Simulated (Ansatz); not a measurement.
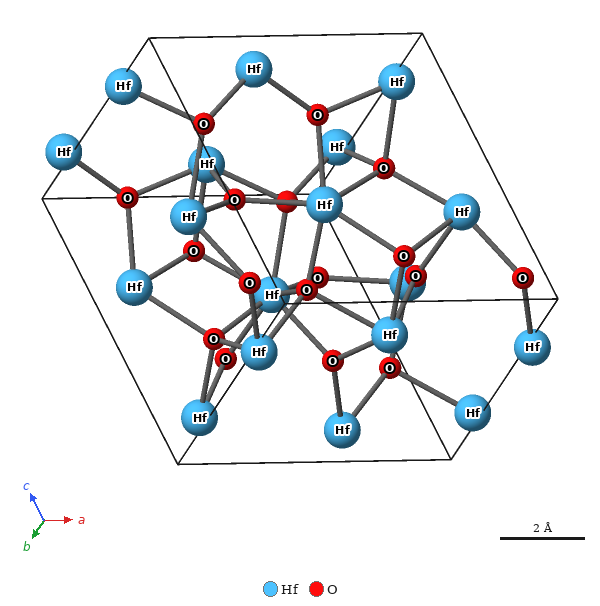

Fig. 1: The structure as given in the input (ball-and-stick view of the cell of the calculation, seen at an oblique angle). An atom can appear more than once, as a periodic image.

## Run report: HfO2, single-point calculation

The run: single-point calculation of HfO2 (Pca2₁, 24 atoms in the cell). Method and program: DFT PBE, scalar-relativistic, plane waves, PAW, no spin polarisation (Ansatz 0.2.0).

The structure derives from a Materials Project entry. It belongs to a series of runs on one base structure; here: the perfect crystal in a cell of 24 atoms.

**What the program printed**
```
Engine: ansatz 0.2.0, x86_64-unknown-linux-gnu
Pseudopotentials: kind: paw
Pseudopotential: Hf, paw, valence charge 26, recommended cutoff 420 eV (normal), Hf.paw.azcp
Pseudopotential: O, paw, valence charge 6, recommended cutoff 420 eV (normal), O.paw.azcp
Functional definition: PBE
  parameter kappa = 0.804
  parameter beta = 0.06672455060314922
  exchange = pbe_x(kappa = kappa, mu = beta*pi^2/3)
  correlation = pbe_c(beta = beta)
Crystal: 24 atoms, lattice volume = 273.774 Å³
Basis set: ecut = 420 eV, 5313 PW (Γ), exchange–correlation on 100×100×100 points (8 copies of the dense FFT grid, shifted against one another)
Bands: 183, of which v1, the nominal top of the filled ones, is band 152 counted from 1 (151 counted from 0)
Symmetry: 8 space group operations
Space group: Pca21 (ITA 29), of the structure as read, at distance tolerance 6.5e-5 Å
k-points: 3 of 8 (time reversal used)
Non-local potential: Hf, projectors of the file, l = 0: 3, l = 1: 2, l = 2: 2, l = 3: 3
Non-local potential: O, projectors of the file, l = 0: 2, l = 1: 2, l = 2: 1
PAW form: soft (Blöchl's): semilocal exchange-correlation on the pseudo side does not see the compensation charge
PAW one-centre angular grid: Hf, 590 points (default); XC on 64 Gauss nodes
PAW one-centre angular grid: O, 110 points (default); XC on 64 Gauss nodes
Initial density: superposition of atomic densities (neutral atoms: chi_scale 0, normalization atom), corrected by the library's trained network
Initial wavefunctions: pseudopotential atomic-orbital guess
Functional: x = pbe(κ = 0.804, μ = 0.2195149727645171), c = pbe(β = 0.06672455060314922)
SCF iter   1: F=—  HF=-134892.793721 eV  |F-HF|=—  |Δ(HF+E_count)|=         —  Δρ=3.44e-3  dr2=2.51e-2  ethr=1.77e-3  ⟨swp⟩=6.0  Hψ=1647  notcnv=0  defer=35
preconditioner: auto → Resta (q_TF=auto, 2.776 Å⁻¹)  ε∞=5.5  [insulator: Δε(μ)=4.520 eV  Ē_g=18.020 eV  σ=0.010 eV  W_gap=1.00  n_scr=112 (ndim 8)  ℏωp=38.1 eV  f_vac=0.044  D(μ)=0.00/eV (n_scr^D=0)  ε∞_Penn≈5.5]
SCF iter   2: F=—  HF=-134892.793688 eV  |F-HF|=—  |Δ(HF+E_count)|=   3.33e-5  Δρ=1.62e-3  dr2=2.97e-3  ethr=8.26e-6  ⟨swp⟩=2.0  Hψ=1013  notcnv=0  defer=73
SCF iter   3: F=—  HF=-134892.794727 eV  |F-HF|=—  |Δ(HF+E_count)|=   1.04e-3  Δρ=7.81e-4  dr2=1.01e-3  ethr=9.75e-7  ⟨swp⟩=2.0  Hψ=636  notcnv=0  defer=73
SCF iter   4: F=—  HF=-134892.795260 eV  |F-HF|=—  |Δ(HF+E_count)|=   5.33e-4  Δρ=1.27e-4  dr2=5.13e-5  ethr=3.33e-7  ⟨swp⟩=2.0  Hψ=886  notcnv=0  defer=73
SCF iter   5: F=—  HF=-134892.794852 eV  |F-HF|=—  |Δ(HF+E_count)|=   4.08e-4  Δρ=8.49e-5  dr2=1.60e-5  ethr=1.69e-8  ⟨swp⟩=2.0  Hψ=932  notcnv=0  defer=73
SCF iter   6: F=—  HF=-134892.794844 eV  |F-HF|=—  |Δ(HF+E_count)|=   7.83e-6  Δρ=2.63e-5  dr2=1.46e-6  ethr=5.26e-9  ⟨swp⟩=2.0  Hψ=931  notcnv=0  defer=73
SCF iter   7: F=-134892.794845 eV  HF=-134892.794845 eV  |F-HF|=2.20e-8  |Δ(HF+E_count)|=   9.74e-7  Δρ=6.98e-6  dr2=9.73e-8  ethr=3.29e-11  ⟨swp⟩=12.7  Hψ=4328  notcnv=0
SCF 1 converged in 7 iterations: F = -134892.794845 eV  dr2 = 9.73e-8
  greatest PAW one-centre occupation: 0.999 electrons in one spin orbital (limit 2), on the Hf atom at site 7 (counted from 0), in its partial waves of l = 0
SCF converged after 7 iterations
Free energy (F): -134892.794845 eV
Harris-Foulkes:  -134892.794845 eV  (|F-HF|=2.20e-8)
Internal energy: -134892.794845 eV  (E = F + TS)
E sigma→0 (E₀):  -134892.794845 eV
Fermi energy:    16.644751 eV
--- Per-component energies (eV) ---
  E_band       = 97.417807
  E_kinetic    = 6167.220760
  E_local      = -47654.487204  (includes V_loc(G=0)·N_el)
  E_nonlocal   = -9177.230166
  E_hartree    = 21781.882895
  E_xc         = -3580.044188
  E_vxc        = -3635.435290  (∫ρ·V_xc dr)
  E_paw        = -57944.665999  (= ΣΔE_a)
  E_vpaw       = 10833.518634  (= ΣTr[D̂ρ^β])
  E_aug_tail   = 0.039593  (compensation charges beyond the density's cutoff)
  E_ewald      = -44485.510536
  E_smearing   = -0.000000  (= −TS)
  E_closure    = 0.000000  (closes the sum)
  Σ components = -134892.794845   (vs F -134892.794845, Δ=0.00e0)
--- Forces (eV/Å), atoms counted from 1 ---
  atom   1  Hf    -0.00248912     0.00023692    -0.00548096
  atom   2  Hf    -0.00248912     0.00023692    -0.00548096
  atom   3  Hf     0.00248912     0.00023692    -0.00548096
  atom   4  Hf     0.00248912     0.00023692    -0.00548096
  atom   5  Hf    -0.00248912    -0.00023692    -0.00548096
  atom   6  Hf    -0.00248912    -0.00023692    -0.00548096
  atom   7  Hf     0.00248912    -0.00023692    -0.00548096
  atom   8  Hf     0.00248912    -0.00023692    -0.00548096
  atom   9  O      0.00241522     0.00325064     0.00451407
  atom  10  O      0.00241522     0.00325064     0.00451407
  atom  11  O     -0.00241522     0.00325064     0.00451407
  atom  12  O     -0.00241522     0.00325064     0.00451407
  atom  13  O     -0.00120502     0.00025288     0.00098314
  atom  14  O     -0.00120502     0.00025288     0.00098314
  atom  15  O      0.00120502     0.00025288     0.00098314
  atom  16  O      0.00120502     0.00025288     0.00098314
  atom  17  O      0.00120502    -0.00025288     0.00098314
  atom  18  O      0.00120502    -0.00025288     0.00098314
  atom  19  O     -0.00120502    -0.00025288     0.00098314
  atom  20  O     -0.00120502    -0.00025288     0.00098314
  atom  21  O      0.00241522    -0.00325064     0.00451407
  atom  22  O      0.00241522    -0.00325064     0.00451407
  atom  23  O     -0.00241522    -0.00325064     0.00451407
  atom  24  O     -0.00241522    -0.00325064     0.00451407
  max |Σ_I F_I| component: 1.30e-4 eV/Å
--- Stress (GPa, compression-positive) ---
        0.049037      -0.000000       0.000000
       -0.000000       0.007472       0.000000
        0.000000       0.000000       0.041207
  P = ⅓ Tr σ = 0.0326 GPa (0.326 kbar)
--- Band table (eV) ---
  k-point 0: bands = ["-46.0340", "-46.0340", "-46.0319", "-46.0319", "-46.0261", "-46.0261", "-46.0240", "-46.0240", "-14.9616", "-14.9616", "-14.9545", "-14.9545", "-14.8913", "-14.8913", "-14.8880", "-14.8880", "-14.8547", "-14.8547", "-14.8532", "-14.8532", "-14.7177", "-14.7177", "-14.7147", "-14.7147", "-14.6883", "-14.6883", "-14.6820", "-14.6820", "-14.6509", "-14.6509", "-14.6499", "-14.6499", "-2.7384", "-2.7384", "-2.6610", "-2.6610", "-2.1166", "-2.1166", "-1.9830", "-1.9830",
      "-1.7862", "-1.7862", "-1.7716", "-1.7716", "-1.5466", "-1.5466", "-1.5016", "-1.5016", "4.0693", "4.0693", "4.0716", "4.0716", "4.0771", "4.0771", "4.0779", "4.0779", "4.0816", "4.0816", "4.0827", "4.0827", "4.0849", "4.0849", "4.0861", "4.0861", "4.0916", "4.0916", "4.0918", "4.0918", "4.0966", "4.0966", "4.0972", "4.0972", "4.0989", "4.0989", "4.0999", "4.0999", "4.1032", "4.1032", "4.1045", "4.1045",
      "4.1076", "4.1076", "4.1082", "4.1082", "4.1125", "4.1125", "4.1136", "4.1136", "4.1175", "4.1175", "4.1207", "4.1207", "4.1279", "4.1279", "4.1325", "4.1325", "4.1411", "4.1411", "4.1475", "4.1475", "4.1702", "4.1702", "4.1731", "4.1731", "9.6119", "9.6119", "9.6229", "9.6229", "10.1225", "10.1225", "10.2752", "10.2752", "10.5055", "10.5055", "10.5380", "10.5380", "10.7680", "10.7680", "10.9102", "10.9102",
      "11.2947", "11.2947", "11.4021", "11.4021", "11.8487", "11.8487", "11.8566", "11.8566", "12.1064", "12.1064", "12.1175", "12.1175", "12.5298", "12.5298", "12.5450", "12.5450", "13.0763", "13.0763", "13.1379", "13.1379", "13.4168", "13.4168", "13.4751", "13.4751", "13.7970", "13.7970", "13.8650", "13.8650", "14.0221", "14.0221", "14.2154", "14.2154", "18.9574", "18.9574", "19.2966", "19.2966", "19.5385", "19.5385", "19.7702", "19.7702",
      "20.0443", "20.0443", "20.3682", "20.3682", "20.6203", "20.6203", "20.6346", "20.6346", "21.0956", "21.0956", "21.1230", "21.1230", "21.9530", "21.9530", "21.9691", "21.9691", "22.2954", "22.2954", "22.5659", "22.5659", "22.8956", "22.8956", "23.1049"]
  k-point 1: bands = ["-46.0401", "-46.0290", "-46.0290", "-46.0290", "-46.0290", "-46.0273", "-46.0250", "-46.0237", "-15.0224", "-14.9991", "-14.9991", "-14.9941", "-14.9829", "-14.9829", "-14.9779", "-14.8135", "-14.7789", "-14.7662", "-14.7351", "-14.7312", "-14.7303", "-14.7303", "-14.7127", "-14.7105", "-14.7105", "-14.6875", "-14.6654", "-14.6654", "-14.6631", "-14.6631", "-14.6372", "-14.6333", "-3.3634", "-2.4816", "-2.4816", "-2.4418", "-2.4418", "-2.2098", "-2.0388", "-2.0053",
      "-1.7939", "-1.6398", "-1.5930", "-1.5930", "-1.5497", "-1.5497", "-1.5154", "-1.4914", "4.0660", "4.0718", "4.0718", "4.0754", "4.0768", "4.0768", "4.0787", "4.0800", "4.0820", "4.0848", "4.0863", "4.0863", "4.0869", "4.0869", "4.0870", "4.0899", "4.0904", "4.0943", "4.0949", "4.0949", "4.0971", "4.0987", "4.0987", "4.0987", "4.0988", "4.0992", "4.0992", "4.0994", "4.1017", "4.1031", "4.1031", "4.1035",
      "4.1039", "4.1051", "4.1092", "4.1092", "4.1127", "4.1127", "4.1139", "4.1145", "4.1185", "4.1193", "4.1193", "4.1202", "4.1202", "4.1209", "4.1218", "4.1313", "4.1341", "4.1436", "4.1500", "4.1500", "4.1564", "4.1564", "4.1659", "4.2128", "9.2086", "9.2587", "9.5457", "9.9494", "10.0389", "10.1675", "10.1675", "10.2981", "10.2981", "10.6540", "10.6985", "10.6985", "10.8081", "10.8081", "10.9796", "11.1111",
      "11.2974", "11.4367", "11.4617", "11.4617", "11.5347", "11.5347", "11.6848", "12.0685", "12.3304", "12.3581", "12.3581", "12.4342", "12.4342", "12.6846", "12.8054", "12.8638", "12.8638", "12.9316", "12.9646", "12.9646", "13.1568", "13.3824", "13.4078", "13.6344", "13.6344", "13.6933", "13.7381", "13.9254", "13.9254", "13.9374", "14.2697", "14.4062", "19.1452", "19.1452", "19.2409", "19.4363", "19.5779", "19.5779", "19.6631", "19.7228",
      "20.0862", "20.1902", "20.1902", "20.2375", "20.4782", "20.4782", "20.5992", "20.9030", "20.9125", "21.0779", "21.1495", "21.1495", "21.5616", "21.5717", "21.5717", "21.7758", "21.7990", "22.1991", "22.7114", "22.7510", "22.7510", "22.8871", "22.8871"]
  k-point 2: bands = ["-46.0375", "-46.0341", "-46.0300", "-46.0283", "-46.0260", "-46.0259", "-46.0258", "-46.0244", "-15.0042", "-14.9891", "-14.9877", "-14.9723", "-14.9551", "-14.9387", "-14.9232", "-14.8812", "-14.7936", "-14.7888", "-14.7823", "-14.7742", "-14.7497", "-14.7257", "-14.7037", "-14.7034", "-14.6978", "-14.6884", "-14.6851", "-14.6627", "-14.6579", "-14.6570", "-14.6511", "-14.6299", "-3.1579", "-2.8127", "-2.3645", "-2.2878", "-2.2367", "-2.2115", "-2.1460", "-2.0651",
      "-1.8076", "-1.7091", "-1.6960", "-1.6092", "-1.5929", "-1.5490", "-1.4804", "-1.4738", "4.0676", "4.0685", "4.0752", "4.0754", "4.0766", "4.0772", "4.0784", "4.0793", "4.0794", "4.0805", "4.0825", "4.0847", "4.0852", "4.0869", "4.0875", "4.0877", "4.0913", "4.0927", "4.0927", "4.0933", "4.0946", "4.0967", "4.0967", "4.0970", "4.0993", "4.1000", "4.1011", "4.1013", "4.1032", "4.1037", "4.1039", "4.1055",
      "4.1068", "4.1068", "4.1075", "4.1101", "4.1131", "4.1132", "4.1142", "4.1144", "4.1188", "4.1193", "4.1194", "4.1196", "4.1215", "4.1220", "4.1252", "4.1307", "4.1443", "4.1452", "4.1477", "4.1534", "4.1557", "4.1605", "4.1658", "4.1987", "9.4924", "9.6302", "9.6817", "9.7498", "9.7871", "10.1471", "10.1990", "10.2834", "10.3018", "10.3142", "10.5586", "10.6254", "10.8347", "10.8707", "10.9513", "10.9631",
      "11.1668", "11.2310", "11.3511", "11.5760", "11.5815", "11.8461", "11.9111", "12.0491", "12.2325", "12.2763", "12.3593", "12.4727", "12.6592", "12.6961", "12.7602", "12.9265", "13.0453", "13.0517", "13.0537", "13.0603", "13.1377", "13.1798", "13.2480", "13.4867", "13.5109", "13.7612", "13.7884", "13.8922", "13.9828", "14.1297", "14.1431", "14.1725", "18.8833", "19.1566", "19.2111", "19.3253", "19.6292", "19.6485", "19.7461", "19.8283",
      "20.0140", "20.2150", "20.2389", "20.2693", "20.4048", "20.5017", "20.6149", "20.6689", "21.1035", "21.2826", "21.3560", "21.3852", "21.4357", "21.6198", "21.7607", "21.7691", "22.0248", "22.5521", "22.5535", "22.7619", "22.7644", "22.8303", "23.0052"]
```

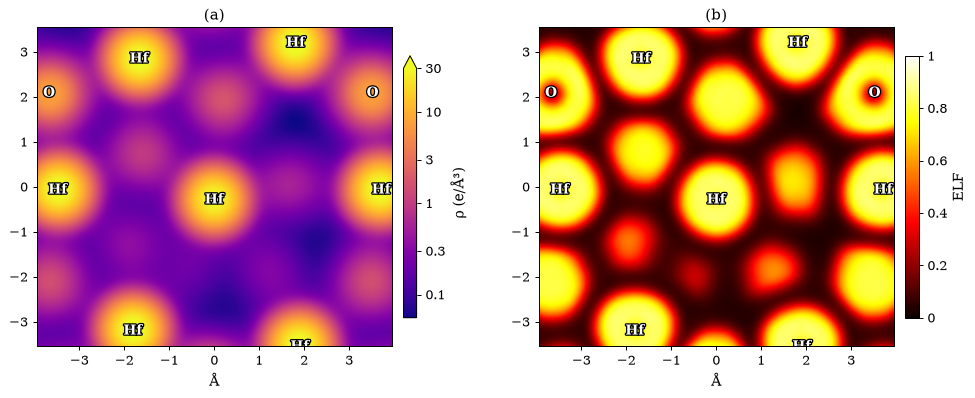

Fig. 2: (a) valence charge density (pseudo); (b) ELF on the (010) plane of the calculation cell. Hf–O (2.04 Å): the density is about 0.86 e/Å³ at the midpoint; the ELF peaks at about 0.85 in the valence shell of O, 0.6 Å from its nucleus, and drops to about 0.20 between the two atoms. Hf–O (2.16 Å): ρ at the midpoint is about 0.63 e/Å³; the ELF peaks at about 0.85 in the valence shell of O, 0.6 Å from its nucleus, and drops to about 0.15 between the two atoms. Away from the nuclei the density in this plane falls to 0.06 e/Å³ at its lowest. The strong features right at Hf lie inside the PAW spheres (semicore, d or f shells) and say nothing about bonding. The fields are those of the smooth PAW valence density.

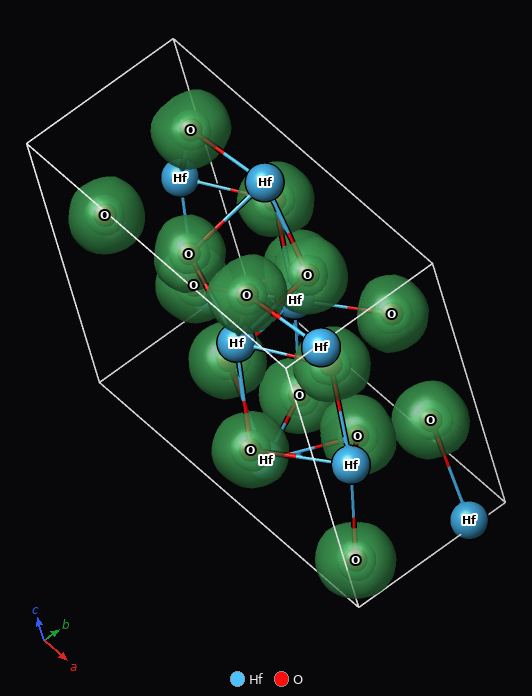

Fig. 3: Isosurface of the electron localisation function at 0.75 (green), seen slightly off an axis. Core shells and regions of very low density are left out. Sticks mark near contacts. The outline is the calculation cell. Along the contacts the grid gives the following. Hf–O (2.04 Å): the ELF peaks at about 0.85 in the valence shell of O, 0.6 Å from its nucleus, and drops to about 0.20 between the two atoms. Hf–O (2.13 Å): the ELF peaks at about 0.85 in the valence shell of O, 0.6 Å from its nucleus, and drops to about 0.20 between the two atoms.

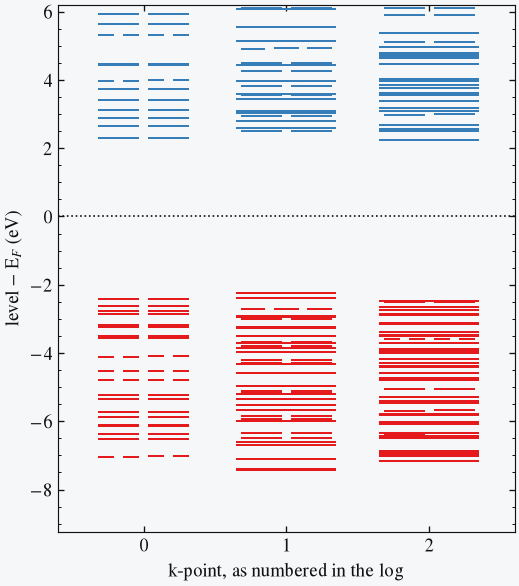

Fig. 4: Kohn–Sham levels near the Fermi level (dotted) at the few k-points that the log prints; levels within 0.02 eV of each other stand side by side. Among these points the highest filled and lowest empty levels are 4.48 eV apart, which is the gap on the mesh.

The run was set up as follows.

**Input**
```yaml
crystal:
  lattice:
    - [0.0, -5.0692310538, 5.1009634478]
    - [0.0, -5.0692310538, -5.1009634478]
    - [5.2938029111, 5.0692310538, 0.0]
  atoms:
    - { symbol: Hf, position: [0.5031562814, 0.2631706526, 0.0326151407] }
    - { symbol: Hf, position: [0.0031562814, 0.7631706526, 0.0326151407] }
    - { symbol: Hf, position: [0.9705411407, 0.2305555119, 0.4673848593] }
    - { symbol: Hf, position: [0.4705411407, 0.7305555119, 0.4673848593] }
    - { symbol: Hf, position: [0.5194444881, 0.2794588593, 0.5326151407] }
    - { symbol: Hf, position: [0.0194444881, 0.7794588593, 0.5326151407] }
    - { symbol: Hf, position: [0.9868293474, 0.2468437186, 0.9673848593] }
    - { symbol: Hf, position: [0.4868293474, 0.7468437186, 0.9673848593] }
    - { symbol: O, position: [0.8404753398, 0.4573225972, 0.3653937409] }
    - { symbol: O, position: [0.3404753398, 0.9573225972, 0.3653937409] }
    - { symbol: O, position: [0.9750815989, 0.0919288563, 0.1346062591] }
    - { symbol: O, position: [0.4750815989, 0.5919288563, 0.1346062591] }
    - { symbol: O, position: [0.8781164375, 0.3882548088, 0.7291834876] }
    - { symbol: O, position: [0.3781164375, 0.8882548088, 0.7291834876] }
    - { symbol: O, position: [0.1489329499, 0.1590713212, 0.7708165124] }
    - { symbol: O, position: [0.6489329499, 0.6590713212, 0.7708165124] }
    - { symbol: O, position: [0.8617451912, 0.8718835625, 0.2708165124] }
    - { symbol: O, position: [0.3617451912, 0.3718835625, 0.2708165124] }
    - { symbol: O, position: [0.5909286788, 0.1010670501, 0.2291834876] }
    - { symbol: O, position: [0.0909286788, 0.6010670501, 0.2291834876] }
    - { symbol: O, position: [0.6580711437, 0.2749184011, 0.8653937409] }
    - { symbol: O, position: [0.1580711437, 0.7749184011, 0.8653937409] }
    - { symbol: O, position: [0.7926774028, 0.9095246602, 0.6346062591] }
    - { symbol: O, position: [0.2926774028, 0.4095246602, 0.6346062591] }
basis:
  ecutwfc: 420
  xc_grid: 2
kpoints:
  mp_grid: { grid: [2, 2, 2], shift: [0.5, 0.5, 0.5] }
hamiltonian:
  xc: pbe
scf:
  occupations: { method: gaussian, width: 0.01 }
output:
  forces: true
  stress: true
  eigenvalues: true
  write_density: true
  write_potential: true
  elf: true
  volumetric_format: npy
```

Run as:
```bash
ansatz run input.yaml --threads 4 --pin off --max-ram 10240MiB --backend cpu --events-out ev --progress --plain --runs-dir out
```

**Results in brief**

| quantity | value |
| --- | --- |
| outcome | converged |
| space group (tolerance 0.01 Å) | Pca2₁ (29) |
| electrons treated | 304 |
| free energy | −134892.7948 eV |
| Fermi energy | 16.645 eV |
| gap on the k-point mesh | 4.48 eV |
| pressure | 0.03 GPa |
| largest force (length of the vector) | 0.006 eV/Å |
| hardware | 4 threads of Intel Xeon (Granite Rapids), 32 GiB of memory available, shared host |
| wall time | 4 s (CPU time 14 s) |
| peak memory | 1.1 GiB |

Spin–orbit coupling is left out, which matters for Hf.
